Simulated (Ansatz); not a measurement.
**Nudged elastic band of Pd₂₇H (part 2 of 3)**

Pd₂₇H (defect cell, 28 atoms in the cell); DFT PBEsol, scalar-relativistic, plane waves, PAW, no spin polarisation (Ansatz 0.2.0); cutoff 420 eV, 4×4×4 k-mesh, Gaussian smearing of 0.1 eV. The structure derives from a Materials Project entry. It belongs to a series of runs on one base structure; here: climbing-image band for the jump of H by 2.73 A.

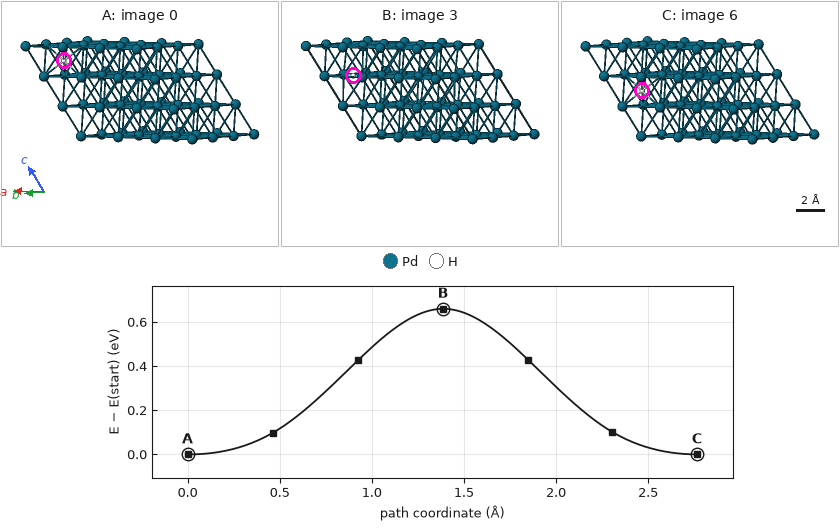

Fig. 1: Images of the last band (counted from 0; ball-and-stick, reduced simulation cell, seen at an oblique angle), with the moving atom and its periodic copies ringed, above the energy along the path; the line is a cubic interpolation that uses the forces. The highest image is number 3, 0.660 eV above the start and 0.660 eV above the end (the climbing image); start and end have the same energy. The path is 2.76 Å long, and H28 moves most (2.73 Å). The band converged in 4 iterations.

```
SCF converged after 6 iterations
Free energy (F): -186495.020598 eV
Harris-Foulkes:  -186495.020598 eV  (|F-HF|=5.18e-8)
Internal energy: -186494.703698 eV  (E = F + TS)
E sigma→0 (E₀):  -186494.862148 eV
Entropy (-TS):   -0.316900 eV (-11.318 meV/atom)
Fermi energy:    20.060576 eV
--- Per-component energies (eV) ---
  E_band       = -3574.785641
  E_kinetic    = 13889.026582
  E_local      = -46670.641110  (includes V_loc(G=0)·N_el)
  E_nonlocal   = 5918.571868
  E_hartree    = 18954.306019
  E_xc         = -4543.784262
  E_vxc        = -5723.288148  (∫ρ·V_xc dr)
  E_paw        = -99489.162717  (= ΣΔE_a)
  E_vpaw       = -8897.066807  (= ΣTr[D̂ρ^β])
  E_aug_tail   = 0.005145  (compensation charges beyond the density's cutoff)
  E_ewald      = -74561.193374
  E_core_change = 8.168151  (= ΣΔE_core)
  E_smearing   = -0.316900  (= −TS)
  E_closure    = 0.000000  (closes the sum)
  Σ components = -186495.020598   (vs F -186495.020598, Δ=0.00e0)
--- Forces (eV/Å), atoms counted from 1 ---
  atom   1  Pd    -0.00362115     0.00020043     0.00028427
  atom   2  Pd     0.00010273     0.00160954    -0.00025580
  atom   3  Pd    -0.02051106    -0.02348020     0.02433824
  atom   4  Pd     0.00002399    -0.00018812     0.00148404
  atom   5  Pd     0.00095263     0.00073273     0.00035741
  atom   6  Pd    -0.00035614     0.00012318    -0.00166215
  atom   7  Pd    -0.02034254     0.01337602    -0.01248957
  atom   8  Pd    -0.00026882    -0.00154325     0.00005677
  atom   9  Pd     0.00319914     0.00056868     0.00064541
  atom  10  Pd    -0.00174380    -0.00005992    -0.00003328
  atom  11  Pd     0.00043923     0.00027731    -0.00185039
  atom  12  Pd    -0.00035954    -0.00109105    -0.00060990
  atom  13  Pd     0.00034826    -0.00172643     0.00020939
  atom  14  Pd    -0.00009113    -0.00051343    -0.00049910
  atom  15  Pd     0.00112007    -0.00014253     0.00012873
  atom  16  Pd    -0.00036157    -0.00055900    -0.00095871
  atom  17  Pd     0.00115325     0.00010590    -0.00013076
  atom  18  Pd     0.00341477    -0.00051532    -0.00043858
  atom  19  Pd    -0.00341448    -0.00008514    -0.00000545
  atom  20  Pd    -0.00065280     0.00011023    -0.00009047
  atom  21  Pd    -0.00036593     0.00017268     0.00083695
  atom  22  Pd    -0.00068755    -0.00011174     0.00012213
  atom  23  Pd    -0.00008981     0.00053960     0.00053170
  atom  24  Pd    -0.00002836     0.00145434    -0.00009989
  atom  25  Pd    -0.00036641     0.00071472     0.00011355
  atom  26  Pd     0.00004610    -0.00003045     0.00132916
  atom  27  Pd     0.00165059    -0.00005598    -0.00002756
  atom  28  H      0.04080625     0.01011208    -0.01129326
  max |Σ_I F_I| component: 7.11e-6 eV/Å
--- Band table (eV; the first three rows and the last of 36) ---
  k-point 0: bands = ["-64.2034", "-64.1986", "-64.0377", "-64.0087", "-64.0086", "-64.0069", "-63.9989", "-63.9961", "-63.9945", "-63.9938", ... 83 levels left out ..., "-29.5972", "-29.5970", "-29.5956", "-29.5945", "-29.5875", "-29.5862", "-29.5849", "-29.5837", "-29.5820", "-29.5795", "-29.5775", "-29.5767", "-29.5458", "-29.5454", "-29.5426", "11.8272", "13.1029", "14.6539", "14.6743", "14.6884", "14.7013", "14.7020", "14.7150", "14.7350", "14.9003", "14.9485", "14.9743", "14.9820", "15.0164",
      "15.0332", "15.1932", "15.2221", "15.2863", "15.3132", "15.3321", "15.3555", "15.4357", "15.4980", "15.5069", "15.5078", "15.5357", "15.5461", "15.5627", "15.5724", "15.5849", "15.5968", "15.6178", "15.6258", "15.9968", "16.2417", "16.2561", "16.2668", "16.2779", "16.3109", "16.3206", "16.3280", "16.3292", "16.3446", "16.3505", "16.3508", "16.8695", "17.0881", "17.1081", "17.1168", "17.1192", "17.1800", "17.2015", "17.2096", "17.2402",
      "17.2433", "17.2536", "17.2770", "17.2788", "17.2878", "17.2880", "17.2884", "17.3093", "17.3153", "17.3248", "17.3273", "17.3273", "17.3277", "17.3284", "17.3363", "17.3458", "17.3528", "17.3541", "17.3605", "17.3711", "17.3747", "17.4110", "17.8661", "18.1225", "18.1572", "18.1702", "18.1925", "18.2088", "18.2289", "18.2833", "18.3381", "18.5280", "18.5805", "18.6384", "18.6475", "18.6738", "18.6842", "18.6844", "18.6910", "18.6963",
      "18.7056", "18.7127", "18.7931", "18.8278", "18.9405", "19.1660", "19.1893", "19.2522", "19.2620", "19.2830", "19.2900", "19.3143", "19.3150", "19.3210", "19.3215", "19.3262", "19.3569", "19.3632", "19.3731", "19.3743", "19.4070", "19.4078", "19.4255", "19.4257", "19.4276", "19.4315", "19.4620", "19.4663", "19.4720", "19.4785", "19.4837", "19.4906", "19.5161", "19.5167", "19.5192", "19.5547", "19.5599", "19.5610", "19.5767", "19.5854",
      "19.5905", "19.6008", "19.6011", "19.6033", "19.6069", "19.6179", "19.6589", "19.6617", "19.6661", "19.6875", "19.7051", "19.7063", "19.7175", "19.7366", "19.8013", "19.8032", "24.8161", "25.8122", "25.9853", "25.9941", "26.0099", "26.0300", "26.0562", "26.0661", "26.0833", "26.0868", "26.1306", "26.1644", "28.0907", "28.7985", "28.8630", "29.0061", "29.0117", "29.0242", "29.0573", "29.0618", "29.0776", "29.0847", "29.0883", "29.1213",
      "30.2557", "30.6617", "30.8038", "31.0897", "31.0916", "31.0954", "31.0962", "31.1340", "31.1451", "31.1456", "31.1519"]
  k-point 1: bands = ["-64.2033", "-64.1986", "-64.0347", "-64.0158", "-64.0073", "-64.0043", "-64.0012", "-63.9978", "-63.9955", "-63.9943", ... 83 levels left out ..., "-29.6062", "-29.6060", "-29.6010", "-29.5979", "-29.5952", "-29.5931", "-29.5929", "-29.5896", "-29.5889", "-29.5827", "-29.5736", "-29.5731", "-29.5709", "-29.5494", "-29.5479", "11.8966", "13.2599", "14.4894", "14.6937", "14.8064", "14.8262", "14.8671", "14.8735", "14.8953", "14.9160", "14.9162", "14.9441", "15.0567", "15.1449",
      "15.1520", "15.1769", "15.1850", "15.2163", "15.2173", "15.2239", "15.2296", "15.5588", "15.5627", "15.6414", "15.6664", "15.6777", "15.6808", "15.6950", "15.7003", "15.7283", "15.7373", "15.7837", "15.7930", "15.8171", "15.8334", "15.8340", "16.0625", "16.2130", "16.2155", "16.2370", "16.2690", "16.2736", "16.4999", "16.5144", "16.5146", "16.7330", "16.9834", "16.9938", "17.0289", "17.0489", "17.0767", "17.0979", "17.1051", "17.1195",
      "17.1369", "17.1378", "17.1598", "17.1668", "17.1717", "17.1823", "17.1850", "17.2131", "17.2145", "17.2410", "17.2575", "17.2614", "17.2897", "17.2940", "17.3033", "17.3783", "17.3791", "17.4023", "17.4281", "17.4519", "17.5368", "17.5413", "17.5510", "17.8408", "17.8598", "17.9437", "17.9797", "17.9990", "18.0190", "18.0721", "18.0797", "18.1295", "18.1835", "18.2071", "18.2273", "18.3786", "18.5153", "18.5314", "18.5626", "18.5959",
      "18.5987", "18.6405", "18.6868", "18.6981", "18.7644", "18.7942", "18.8133", "18.9167", "18.9490", "18.9721", "18.9922", "18.9928", "19.0170", "19.0316", "19.1362", "19.2698", "19.2815", "19.3101", "19.3272", "19.3406", "19.3528", "19.3810", "19.4047", "19.4240", "19.4385", "19.4560", "19.5137", "19.5401", "19.5491", "19.5967", "19.6276", "19.6422", "19.6786", "19.6861", "19.7054", "19.7558", "19.7791", "19.7913", "19.7947", "19.8035",
      "19.8107", "19.8706", "19.8780", "19.9254", "19.9673", "19.9705", "19.9772", "20.0430", "20.0447", "20.0510", "20.5516", "20.5602", "20.5733", "21.4317", "21.5061", "21.5215", "23.8027", "24.0831", "24.0926", "25.5438", "25.9969", "26.1783", "26.2397", "26.2760", "26.3129", "26.4205", "26.4634", "26.4829", "27.4495", "28.1652", "28.2793", "28.2816", "28.2944", "28.3067", "28.3687", "28.3762", "28.3966", "28.7283", "29.6246", "29.6617",
      "29.7869", "30.4260", "30.6055", "30.6764", "31.0943", "31.5428", "31.5860", "31.7458", "32.0271", "32.0369", "32.1194"]
  k-point 2: bands = ["-64.2033", "-64.1987", "-64.0281", "-64.0247", "-64.0048", "-64.0041", "-64.0027", "-64.0010", "-63.9960", "-63.9928", ... 83 levels left out ..., "-29.6161", "-29.6112", "-29.6108", "-29.6094", "-29.6081", "-29.6079", "-29.6028", "-29.6012", "-29.5984", "-29.5977", "-29.5948", "-29.5660", "-29.5655", "-29.5557", "-29.5536", "11.9651", "13.6604", "13.9499", "14.6633", "14.9083", "14.9579", "15.0009", "15.0124", "15.0355", "15.0706", "15.1319", "15.1351", "15.1400", "15.1453",
      "15.1801", "15.2803", "15.2944", "15.3062", "15.3640", "15.3769", "15.3790", "15.3821", "15.3870", "15.4014", "15.4055", "15.4174", "15.4404", "15.8160", "15.8650", "15.8930", "15.9281", "15.9652", "15.9724", "16.0212", "16.0230", "16.0329", "16.0580", "16.0607", "16.0825", "16.2192", "16.2611", "16.2938", "16.2948", "16.2993", "16.3348", "16.6286", "16.7533", "16.7766", "16.7824", "16.8049", "16.8256", "16.8316", "16.8877", "16.8953",
      "16.9137", "16.9381", "16.9822", "17.0037", "17.0162", "17.0613", "17.1055", "17.2631", "17.2749", "17.2993", "17.3146", "17.3268", "17.3436", "17.3568", "17.4066", "17.4198", "17.4225", "17.4277", "17.5443", "17.6149", "17.6331", "17.6403", "17.6466", "17.6777", "17.6894", "17.6898", "17.7250", "17.7493", "17.7532", "17.9327", "18.0067", "18.0199", "18.0349", "18.0391", "18.0571", "18.2861", "18.3477", "18.4229", "18.4294", "18.5023",
      "18.5217", "18.5373", "18.5428", "18.5458", "18.5799", "18.5826", "18.5940", "18.7325", "18.7621", "18.7647", "18.7676", "18.8684", "19.1621", "19.1774", "19.2025", "19.2251", "19.2301", "19.2312", "19.2524", "19.2588", "19.2650", "19.2774", "19.3056", "19.4579", "19.5310", "19.5704", "19.6001", "19.6161", "19.6212", "19.6370", "19.6604", "19.6725", "19.6962", "19.6979", "19.7065", "19.9379", "19.9498", "19.9535", "19.9594", "19.9678",
      "19.9818", "20.0401", "20.0552", "20.1677", "20.1965", "20.1968", "20.2049", "20.2068", "20.2198", "20.9221", "21.9787", "22.2070", "22.2341", "22.2420", "22.2758", "22.2798", "23.5519", "23.8222", "23.8307", "23.8853", "23.9314", "23.9470", "25.9641", "26.3188", "26.4453", "26.5089", "26.5245", "26.5371", "27.1245", "27.5067", "27.5147", "27.6692", "27.7161", "27.7530", "27.7978", "29.4253", "29.7660", "29.8957", "30.0785", "30.1920",
      "30.2007", "30.3176", "30.7009", "30.8080", "30.8208", "30.8503", "30.8618", "32.1862", "32.5374", "32.5423", "32.8748"]
  k-point 35: bands = ["-64.2033", "-64.1987", "-64.0281", "-64.0247", "-64.0048", "-64.0041", "-64.0027", "-64.0010", "-63.9960", "-63.9928", ... 83 levels left out ..., "-29.6161", "-29.6112", "-29.6108", "-29.6094", "-29.6081", "-29.6079", "-29.6028", "-29.6012", "-29.5984", "-29.5977", "-29.5948", "-29.5660", "-29.5655", "-29.5557", "-29.5536", "11.9651", "13.6604", "13.9499", "14.6633", "14.9083", "14.9579", "15.0009", "15.0124", "15.0355", "15.0706", "15.1319", "15.1351", "15.1400", "15.1453",
      "15.1801", "15.2803", "15.2944", "15.3062", "15.3640", "15.3769", "15.3790", "15.3821", "15.3870", "15.4015", "15.4055", "15.4174", "15.4404", "15.8160", "15.8650", "15.8930", "15.9281", "15.9652", "15.9724", "16.0212", "16.0230", "16.0329", "16.0580", "16.0607", "16.0825", "16.2192", "16.2611", "16.2938", "16.2948", "16.2993", "16.3348", "16.6286", "16.7533", "16.7766", "16.7824", "16.8049", "16.8256", "16.8316", "16.8877", "16.8953",
      "16.9137", "16.9381", "16.9822", "17.0037", "17.0162", "17.0613", "17.1055", "17.2631", "17.2749", "17.2993", "17.3146", "17.3268", "17.3436", "17.3568", "17.4066", "17.4198", "17.4225", "17.4277", "17.5444", "17.6149", "17.6331", "17.6403", "17.6466", "17.6777", "17.6894", "17.6898", "17.7250", "17.7493", "17.7532", "17.9327", "18.0067", "18.0198", "18.0349", "18.0391", "18.0571", "18.2861", "18.3477", "18.4229", "18.4294", "18.5023",
      "18.5217", "18.5373", "18.5428", "18.5458", "18.5799", "18.5826", "18.5940", "18.7325", "18.7621", "18.7647", "18.7676", "18.8684", "19.1621", "19.1774", "19.2025", "19.2251", "19.2301", "19.2312", "19.2524", "19.2588", "19.2650", "19.2774", "19.3056", "19.4579", "19.5310", "19.5704", "19.6001", "19.6161", "19.6212", "19.6370", "19.6604", "19.6725", "19.6962", "19.6979", "19.7065", "19.9379", "19.9498", "19.9535", "19.9594", "19.9678",
      "19.9818", "20.0401", "20.0552", "20.1677", "20.1965", "20.1968", "20.2049", "20.2068", "20.2198", "20.9222", "21.9787", "22.2070", "22.2341", "22.2420", "22.2758", "22.2798", "23.5519", "23.8221", "23.8307", "23.8853", "23.9314", "23.9471", "25.9641", "26.3188", "26.4453", "26.5089", "26.5245", "26.5371", "27.1245", "27.5067", "27.5147", "27.6692", "27.7161", "27.7530", "27.7978", "29.4252", "29.7660", "29.8957", "30.0785", "30.1920",
      "30.2007", "30.3176", "30.7009", "30.8080", "30.8207", "30.8503", "30.8618", "32.1862", "32.5374", "32.5423", "32.8748"]
this run last wrote the band of iteration 4 to [file]
```
